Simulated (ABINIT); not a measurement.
## PbO2: positron calculation (part 1 of 2)

- system: PbO2 (Fm-3m, 3 atoms in the cell)
- method: Kohn-Sham DFT of a periodic cell, PBEsol, JTH PAW PBE v2.0, no spin polarisation (ABINIT 10.8.3)

The structure derives from a Materials Project entry.

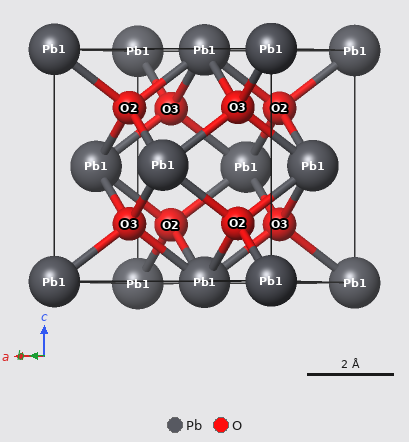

**Figure 1.** The structure as given in the input (ball-and-stick view of the cell 4 times as large as that of the calculation, set on its symmetry axes, seen at an oblique angle; atoms are numbered from 1 in the order of the input). An atom can appear more than once, as a periodic image. Near neighbours in the periodic cell (some may lie outside the picture): Pb has 8 O at 2.34 Å; O has 4 Pb at 2.34 Å.

**Key numbers**

```json
{"quantity": "outcome", "value": "converged"}
{"quantity": "space group (tolerance 0.01 Å)", "value": "Fm-3m (225)"}
{"quantity": "electrons treated", "value": "26"}
{"quantity": "free energy", "value": "−2540.3931 eV"}
{"quantity": "positron lifetime (one of the program's estimates)", "value": "174.9 ps"}
{"quantity": "Fermi energy", "value": "5.896 eV"}
{"quantity": "gap on the k-point mesh", "value": "none (metallic)"}
{"quantity": "pressure", "value": "−6.90 GPa"}
{"quantity": "largest force (length of the vector)", "value": "under 0.001 eV/Å"}
{"quantity": "hardware", "value": "1 thread of Arm Neoverse V1, 112 GiB of memory available, shared host"}
{"quantity": "wall time", "value": "23 s"}
{"quantity": "peak memory", "value": "0.1 GiB"}
```

**Notes**

Points of doubt noted for this run: cutoff too low for stress; PAW basis incomplete for positron. Spin–orbit coupling is left out, which matters for Pb. The cell is under a tension of 6.9 GPa at this level, so it is not at its equilibrium volume.

**Input**
```
ndtset 2

pp_dirpath "./"
pseudos "Pb.GGA_PBE-JTH.xml, O.GGA_PBE-JTH.xml"

acell 3*1.0 Angstrom
rprim
     0.0000000000     2.7019920000     2.7019920000
     2.7019920000     0.0000000000     2.7019920000
     2.7019920000     2.7019920000     0.0000000000
ntypat 2
znucl 82 8
natom 3
typat 1 2 2
xred
            0.0            0.0            0.0
            3/4            3/4            3/4
            1/4            1/4            1/4

ecut 19.0
pawecutdg 38.0

ixc -116133

nstep 80

iomode 3
prteig 0
prtebands 0
prtwf 0

kptopt1 1
ngkpt1 6 6 6
nshiftk1 1
shiftk1 0.0 0.0 0.0
nband1 17
occopt1 3
tsmear1 0.00183747
tolvrs1 1.0e-10
prtden1 1

positron2 1
ixcpositron2 31
getden2 1
kptopt2 0
nkpt2 1
kpt2 0.0 0.0 0.0
nband2 1
occopt2 2
occ2 1.0
posocc2 1.0
toldfe2 1.0e-7
nline2 10
nnsclo2 2
optforces2 0
optstress2 0
prtden2 0
```

Launched with:
```bash
abinit run.abi > log 2>&1
```

**Log**
```
.Version 10.8.3 of ABINIT
 DATASET    1 : space group Fm -3 m (#225); Bravais cF (face-center cubic)
================================================================================
 Values of the parameters that define the memory need for DATASET  1.
     intxc =       0    ionmov =       0      iscf =      17    lmnmax =      18
     lnmax =       6     mgfft =      30  mpssoang =       3    mqgrid =    3001
     natom =       3  nloc_mem =       2    nspden =       1   nspinor =       1
    nsppol =       1      nsym =      48    n1xccc =       1    ntypat =       2
    occopt =       3   xclevel =       2
       mpw =        1066          nfft =       27000          nkpt =          16
 PAW method is used; the additional fine FFT grid is defined by:
   mgfftf=        45    nfftf =     91125
================================================================================
================================================================================

 DATASET    2 : space group Fm -3 m (#225); Bravais cF (face-center cubic)
================================================================================
 Values of the parameters that define the memory need for DATASET  2.
     intxc =       0    ionmov =       0      iscf =      17    lmnmax =      18
     lnmax =       6     mgfft =      30  mpssoang =       3    mqgrid =    3001
     natom =       3  nloc_mem =       2    nspden =       1   nspinor =       1
    nsppol =       1      nsym =      48    n1xccc =       1    ntypat =       2
    occopt =       2   xclevel =       2
       mpw =         534          nfft =       27000          nkpt =           1
 PAW method is used; the additional fine FFT grid is defined by:
   mgfftf=        45    nfftf =     91125
================================================================================
================================================================================

--------------------------------------------------------------------------------
------------- Echo of variables that govern the present computation ------------
--------------------------------------------------------------------------------
 -outvars: echo values of preprocessed input variables --------
            acell      1.8897261259E+00  1.8897261259E+00  1.8897261259E+00 Bohr
              amu      2.07200000E+02  1.59994000E+01
             ecut      1.90000000E+01 Hartree
           getden1          0
           getden2          1
              ixc     -116133
      ixcpositron1          1
      ixcpositron2         31
           jdtset        1    2
           kptopt1          1
           kptopt2          0
         kptrlatt        6    0    0      0    6    0      0    0    6
          kptrlen1     4.33260578E+01
          kptrlen2     3.00000000E+01
            natom           3
            nband1         17
            nband2          1
           ndtset           2
            ngfft          30      30      30
          ngfftdg          45      45      45
             nkpt1         16
             nkpt2          1
            nline1          4
            nline2         10
           nnsclo1          0
           nnsclo2          2
            nstep          80
             nsym          48
           ntypat           2
           occopt1          3
           occopt2          2
        optforces1          2
        optforces2          0
        optstress1          1
        optstress2          0
        pawecutdg      3.80000000E+01 Hartree
         positron1          0
         positron2          1
           prtden1          1
           prtden2          0
        prtebands           0
           prteig           0
            prtwf           0
            rprim      0.0000000000E+00  2.7019920000E+00  2.7019920000E+00
                       2.7019920000E+00  0.0000000000E+00  2.7019920000E+00
                       2.7019920000E+00  2.7019920000E+00  0.0000000000E+00
           shiftk1     0.00000000E+00  0.00000000E+00  0.00000000E+00
           shiftk2     5.00000000E-01  5.00000000E-01  5.00000000E-01
          spgroup         225
           toldfe1     0.00000000E+00 Hartree
           toldfe2     1.00000000E-07 Hartree
           tolvrs1     1.00000000E-10
           tolvrs2     0.00000000E+00
           tsmear1     1.83747000E-03 Hartree
           tsmear2     1.00000000E-02 Hartree
            typat      1  2  2
           useylm           1
           xangst      0.0000000000E+00  0.0000000000E+00  0.0000000000E+00
                       4.0529880000E+00  4.0529880000E+00  4.0529880000E+00
                       1.3509960000E+00  1.3509960000E+00  1.3509960000E+00
            xcart      0.0000000000E+00  0.0000000000E+00  0.0000000000E+00
                       7.6590373116E+00  7.6590373116E+00  7.6590373116E+00
                       2.5530124372E+00  2.5530124372E+00  2.5530124372E+00
             xred      0.0000000000E+00  0.0000000000E+00  0.0000000000E+00
                       7.5000000000E-01  7.5000000000E-01  7.5000000000E-01
                       2.5000000000E-01  2.5000000000E-01  2.5000000000E-01
            znucl       82.00000    8.00000

================================================================================

 chkinp: Checking input parameters for consistency, jdtset=   1.

 chkinp: Checking input parameters for consistency, jdtset=   2.

================================================================================
== DATASET  1 ==================================================================

--- !DatasetInfo
iteration_state: {dtset: 1, }
dimensions: {natom: 3, nkpt: 16, mband: 17, nsppol: 1, nspinor: 1, nspden: 1, mpw: 1066, }
cutoff_energies: {ecut:  19.0, pawecutdg:  38.0, }
electrons: {nelect:   2.60000000E+01, charge:   0.00000000E+00, occopt:   3.00000000E+00, tsmear:   1.83747000E-03, }
meta: {optdriver: 0, ionmov: 0, optcell: 0, iscf: 17, paral_kgb: 0, }
...

 Real(R)+Recip(G) space primitive vectors, cartesian coordinates (Bohr,Bohr^-1):
 R(1)=  0.0000000  5.1060249  5.1060249  G(1)= -0.0979235  0.0979235  0.0979235
 R(2)=  5.1060249  0.0000000  5.1060249  G(2)=  0.0979235 -0.0979235  0.0979235
 R(3)=  5.1060249  5.1060249  0.0000000  G(3)=  0.0979235  0.0979235 -0.0979235
 Unit cell volume ucvol=  2.6624335E+02 bohr^3
 Angles (23,13,12)=  6.00000000E+01  6.00000000E+01  6.00000000E+01 degrees

 Coarse grid specifications (used for wave-functions):

 getcut: wavevector=  0.0000  0.0000  0.0000  ngfft=  30  30  30
         ecut(hartree)=     19.000   => boxcut(ratio)=   2.11965

 Fine grid specifications (used for densities):

 getcut: wavevector=  0.0000  0.0000  0.0000  ngfft=  45  45  45
         ecut(hartree)=     38.000   => boxcut(ratio)=   2.19583

--- Pseudopotential description ------------------------------------------------
- pspini: atom type   1  psp file is ./Pb.GGA_PBE-JTH.xml
 Pseudopotential format is: paw10
 basis_size (lnmax)=  6 (lmn_size= 18), orbitals=   0   0   1   1   2   2
 Spheres core radius: rc_sph= 2.40264019
 Shapefunction is BESSEL type: shapef(r,l)=aa(1,l)*jl(q(1,l)*r)+aa(2,l)*jl(q(2,l)*r)
 Radius for shape functions =  2.00872932
 Compensation charge density is not taken into account in XC energy/potential

- pspini: atom type   2  psp file is ./O.GGA_PBE-JTH.xml
 Pseudopotential format is: paw10
 basis_size (lnmax)=  4 (lmn_size=  8), orbitals=   0   0   1   1
 Spheres core radius: rc_sph= 1.41465230
 Shapefunction is SIN type: shapef(r)=[sin(pi*r/rshp)/(pi*r/rshp)]**2
 Radius for shape functions =  1.20231231
 Compensation charge density is not taken into account in XC energy/potential

   8.50948323E+02                                ecore*ucvol(ha*bohr**3)
--------------------------------------------------------------------------------

================================================================================

--- !BeginCycle
iteration_state: {dtset: 1, }
solver: {iscf: 17, nstep: 80, nline: 4, wfoptalg: 10, }
tolerances: {tolvrs: 1.00E-10, }
...

     iter   Etot(hartree)      deltaE(h)  residm     nres2
 ETOT  1  -91.118141864530    -9.112E+01 2.652E+00 1.761E+01
 ETOT  2  -93.589132441953    -2.471E+00 3.369E-01 1.257E+02
 ETOT  3  -93.418272463037     1.709E-01 1.488E-01 5.058E+01
 ETOT  4  -93.328277925299     8.999E-02 1.948E-01 1.021E+01
 ETOT  5  -93.366453574590    -3.818E-02 2.956E-02 8.893E+00
 ETOT  6  -93.373689476605    -7.236E-03 7.877E-03 1.094E+01
 ETOT  7  -93.370756393252     2.933E-03 6.058E-03 4.325E+00
 ETOT  8  -93.354084366161     1.667E-02 6.076E-02 3.785E-02
 ETOT  9  -93.358118112493    -4.034E-03 2.459E-03 3.496E-01
 ETOT 10  -93.357821427946     2.967E-04 6.571E-04 9.641E-02
 ETOT 11  -93.357701715954     1.197E-04 6.420E-04 1.863E-02
 ETOT 12  -93.357723597583    -2.188E-05 1.183E-03 1.235E-03
 ETOT 13  -93.357724147110    -5.495E-07 3.079E-04 1.686E-03
 ETOT 14  -93.357727608431    -3.461E-06 3.548E-05 2.427E-03
 ETOT 15  -93.357725574434     2.034E-06 9.337E-05 3.091E-05
 ETOT 16  -93.357725896609    -3.222E-07 9.102E-06 2.332E-04
 ETOT 17  -93.357725652064     2.445E-07 3.624E-05 1.091E-05
 ETOT 18  -93.357725632714     1.935E-08 1.744E-05 8.608E-07
 ETOT 19  -93.357725641210    -8.496E-09 1.171E-05 6.568E-07
 ETOT 20  -93.357725640690     5.196E-10 1.411E-05 2.908E-08
 ETOT 21  -93.357725640835    -1.453E-10 1.049E-05 1.378E-08
 ETOT 22  -93.357725640835     5.826E-13 1.363E-05 1.029E-08
 ETOT 23  -93.357725640818     1.670E-11 1.116E-05 3.995E-09
 ETOT 24  -93.357725640813     5.116E-12 2.188E-05 6.802E-11

 At SCF step   24       nres2   =  6.80E-11 < tolvrs=  1.00E-10 =>converged.

 Cartesian components of stress tensor (hartree/bohr^3)
  sigma(1 1)=  2.34517877E-04  sigma(3 2)=  0.00000000E+00
  sigma(2 2)=  2.34517877E-04  sigma(3 1)=  0.00000000E+00
  sigma(3 3)=  2.34517877E-04  sigma(2 1)=  0.00000000E+00

--- !ResultsGS
iteration_state: {dtset: 1, }
comment   : Summary of ground state results
lattice_vectors:
- [  0.0000000,   5.1060249,   5.1060249, ]
- [  5.1060249,   0.0000000,   5.1060249, ]
- [  5.1060249,   5.1060249,   0.0000000, ]
lattice_lengths: [   7.22101,    7.22101,    7.22101, ]
lattice_angles: [ 60.000,  60.000,  60.000, ] # degrees, (23, 13, 12)
lattice_volume:   2.6624335E+02
convergence: {deltae:  5.116E-12, res2:  6.802E-11, residm:  2.188E-05, diffor: null, }
etotal    :  -9.33577256E+01
entropy   :   0.00000000E+00
fermie    :   2.16669946E-01
cartesian_stress_tensor: # hartree/bohr^3
- [  2.34517877E-04,   0.00000000E+00,   0.00000000E+00, ]
- [  0.00000000E+00,   2.34517877E-04,   0.00000000E+00, ]
- [  0.00000000E+00,   0.00000000E+00,   2.34517877E-04, ]
pressure_GPa:  -6.8998E+00
xred      :
- [  0.0000E+00,   0.0000E+00,   0.0000E+00, Pb]
- [  7.5000E-01,   7.5000E-01,   7.5000E-01,  O]
- [  2.5000E-01,   2.5000E-01,   2.5000E-01,  O]
cartesian_forces: # hartree/bohr
- [  1.54496095E-31,   1.71662328E-32,  -1.54496095E-31, ]
- [ -2.05994794E-31,  -1.37329862E-31,   2.05994794E-31, ]
- [  5.14986984E-32,   1.20163630E-31,  -5.14986984E-32, ]
force_length_stats: {min:   1.40511671E-31, max:   3.22067076E-31, mean:   2.27247512E-31, }
...

 Integrated electronic density in atomic spheres:
```
